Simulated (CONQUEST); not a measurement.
# Mg: 7 runs along one coordinate

System: Mg (P6₃/mmc, 8 atoms in the cell).
Method: Kohn-Sham DFT of a periodic cell, PBEsol, PseudoDojo NC PBEsol, no spin polarisation (CONQUEST 1.3).

The 7 runs differ only in the geometry, by an even scaling of the cell at fixed fractional positions. The structure derives from a Materials Project entry.

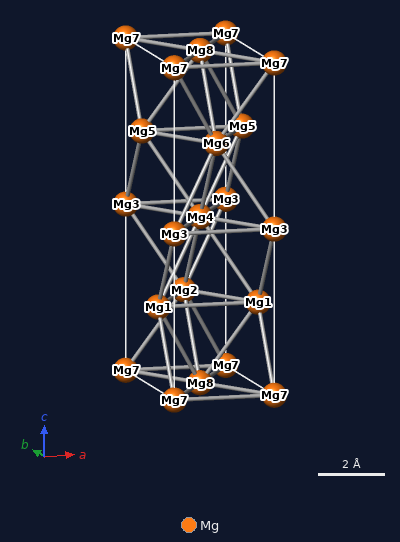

Figure 1. The structure of run 4 (ball-and-stick view of the cell of the calculation, seen slightly off an axis; atoms are numbered from 1 in the order of the input). An atom can appear more than once, as a periodic image.

## Input of run 4
```
IO.Title Mg
IO.Coordinates coords.dat
IO.FractionalAtomicCoords T
IO.Iprint 2
IO.Iprint_init 1
General.NumberOfSpecies 1
General.PseudopotentialType hamann
AtomMove.TypeOfRun static
AtomMove.FullStress T
Grid.PointsAlongX 32
Grid.PointsAlongY 60
Grid.PointsAlongZ 100
DM.SolutionMethod diagon
Diag.MPMesh T
Diag.GammaCentred T
Diag.MPMeshX 8
Diag.MPMeshY 5
Diag.MPMeshZ 3
Diag.kT 0.00183747
minE.SCTolerance 1e-6
SC.MaxIters 100
IO.AtomChargeOutput T
%block ChemicalSpeciesLabel
1 24.310 Mg
%endblock
```

Command:
```bash
OMP_NUM_THREADS=1 Conquest
```

Lattice vectors (Å) and fractional positions of run 4:
```
   3.176826    0.000000    0.000000
   0.000000    5.502424    0.000000
   0.000000    0.000000   10.318862
Mg  0.000000  0.333333  0.250000
Mg  0.500000  0.833333  0.250000
Mg  0.000000  0.000000  0.500000
Mg  0.500000  0.500000  0.500000
Mg  0.000000  0.666667  0.750000
Mg  0.500000  0.166667  0.750000
Mg  0.000000  0.000000  0.000000
Mg  0.500000  0.500000  0.000000
```

Run 6 has the same physical settings and fractional positions; its lattice vectors (Å) are:
```
   3.218631    0.000000    0.000000
   0.000000    5.574833    0.000000
   0.000000    0.000000   10.454652
```

## Results, with one run withheld

| run | volume per atom (Å³) | free energy per atom, from the lowest run given (meV) | pressure (GPa) |
| --- | --- | --- | --- |
| 1 | 21.194 | 12.34 | 2.84 |
| 2 | 21.645 | 5.81 | 1.90 |
| 3 | 22.096 | 1.72 | 1.04 |
| 4 | 22.547 | 0.00 | 0.22 |
| 5 | 22.998 | 0.35 | −0.45 |
| 6 | 23.449 | ? | ? |
| 7 | 23.900 | 6.28 | −1.62 |

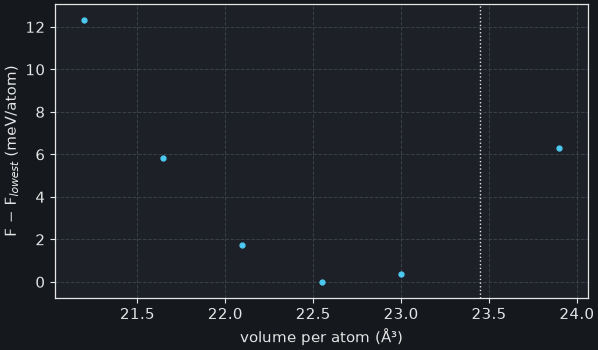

Figure 2. Free energy per atom of the runs given; the dotted line marks run 6.

What should run 6 give?

A cubic polynomial in V^(−2/3) (the Birch–Murnaghan form), fitted to the 6 runs given, misses them by at most 0.04 meV per atom. With x = V^(−2/3) − 0.12597 Å⁻², it reads F = 0.44915 + 892.13 x + 3.6433e+05 x² + 7.2434e+05 x³ (meV per atom). At run 6 it gives 2.48 meV per atom, and the run itself gives 2.49. The slope of the fit gives a pressure −dF/dV of −1.07 GPa there, and the run prints −1.08 GPa. The fit has its minimum at 22.698 Å³ per atom, where V d²F/dV² gives 35.3 GPa. Cell shape and fractional positions are held, so this is the stiffness under even scaling; the relaxed bulk modulus wasn't computed.

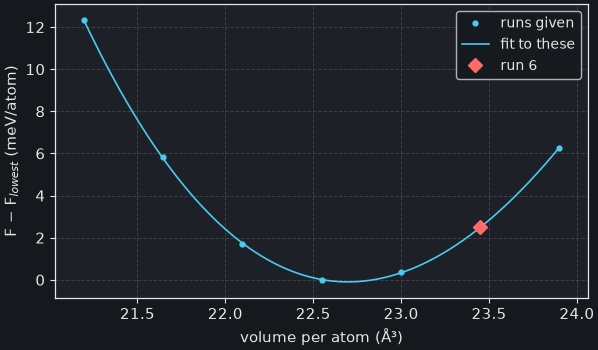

Figure 3. The fit and the withheld run.

## Some lines of the output (run 6)
```
[...]
      Using Fermi-Dirac smearing
          Free Energy (E-TS)               :      -474.353758561650068 Ha
          DFT Total Energy                 :      -474.338662224811742 Ha
          Free Energy (E-TS)               :      -474.343603708577461 Ha
          DFT Total Energy                 :      -474.340203112373615 Ha
          Free Energy (E-TS)               :      -474.341232753136865 Ha
          DFT Total Energy                 :      -474.340536947204100 Ha
          Free Energy (E-TS)               :      -474.341231012373726 Ha
          DFT Total Energy                 :      -474.340536969151344 Ha
          Free Energy (E-TS)               :      -474.341230620337797 Ha
          DFT Total Energy                 :      -474.340536987481528 Ha
      | Free Energy as E-TS      =      -474.341230620337797 Ha
      |* DFT total energy        =      -474.340536987481528 Ha
    force: Average pressure:     -1.08038286 GPa
```

Notes: With a small basis of atomic orbitals these values can differ much from converged plane-wave results.
